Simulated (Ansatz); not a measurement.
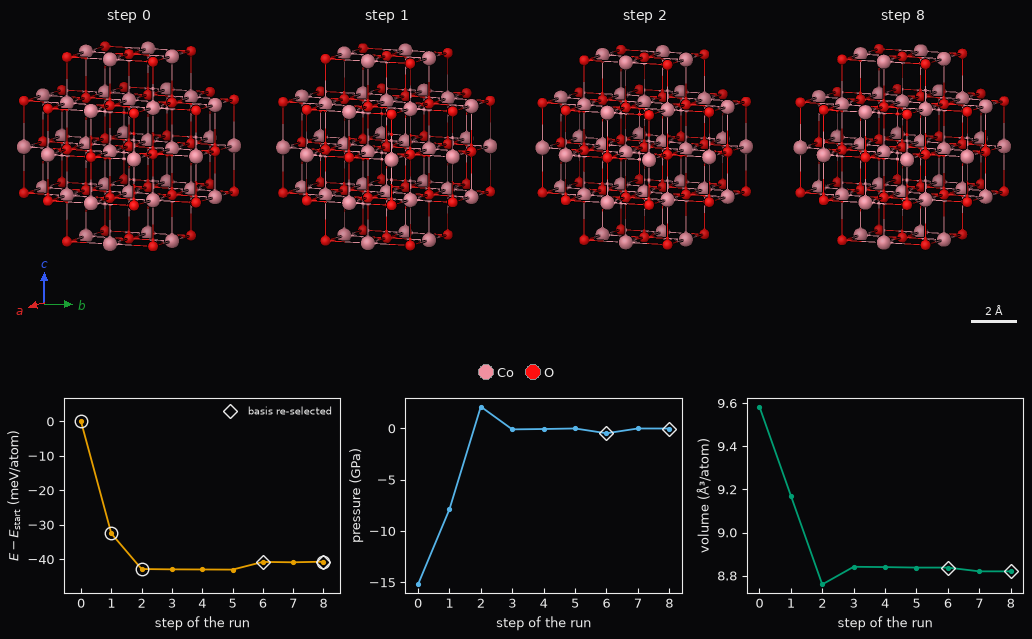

Frames of a relaxation of a crystal of CoO (set up in I4/mmm), marked on the history of the run. The picture is a ball-and-stick view of the larger cell on standard axes (4 times the calculation's cell), seen slightly off an axis.

Case: relaxed kmesh: [4, 4, 4] Gamma-centred.

The calculation used DFT PBEsol, scalar-relativistic, plane waves, PAW (Ansatz). Settings: plane-wave cutoff 420 eV; k-point mesh 4 × 4 × 4; occupations gaussian; smearing width 0.1 eV; collinear spin; cell and atoms relaxed; force threshold 0.01 eV/Å; at most 60 steps.

> What happens along the run?

The energy falls by 40.7 meV per atom in 6 accepted moves (8 points after the start). All forces vanish by symmetry, so only the cell relaxes. The pressure goes from −15.19 to −0.01 GPa. The SCF was repeated twice at an unchanged geometry on a basis and grid sized afresh for the cell, which shifted the energy by 2.2 meV per atom at most. The atoms keep their places relative to the cell (all moves are under 0.005 Å). The drawn cell changes as follows: a = b 4.265 → 4.132 Å (−3.1 %), c 4.215 → 4.132 Å (−2.0 %); the volume changes by −8.0 %. Some distances before and after: Co–O 2.133 → 2.066 Å, Co–O 2.107 → 2.066 Å. The space group (tolerance 0.01 Å) goes from I4/mmm (No. 139) to Fm-3m (No. 225). From step 0 to 1: volume −4.3 %, energy −32.5 meV per atom. From step 1 to 2: volume −4.5 %, energy −10.3 meV per atom. From step 2 to 8: volume +0.7 %, energy +2.1 meV per atom.

```
step  E − E(0), meV/atom  pressure, GPa  volume, Å³/atom                      note
   0                0.00         -15.19            9.584                          
   1              -32.50          -7.88            9.171                          
   2              -42.82           2.13            8.759                          
   3              -42.91          -0.09            8.841                          
   4              -42.95          -0.05            8.840                          
   5              -42.99           0.00            8.838                          
   6              -40.75          -0.47            8.838  same geometry, new basis
   7              -40.86           0.00            8.820                          
   8              -40.68          -0.01            8.820  same geometry, new basis
```

Limits of the set-up: the k-point mesh is coarse for a cell with partly filled bands.
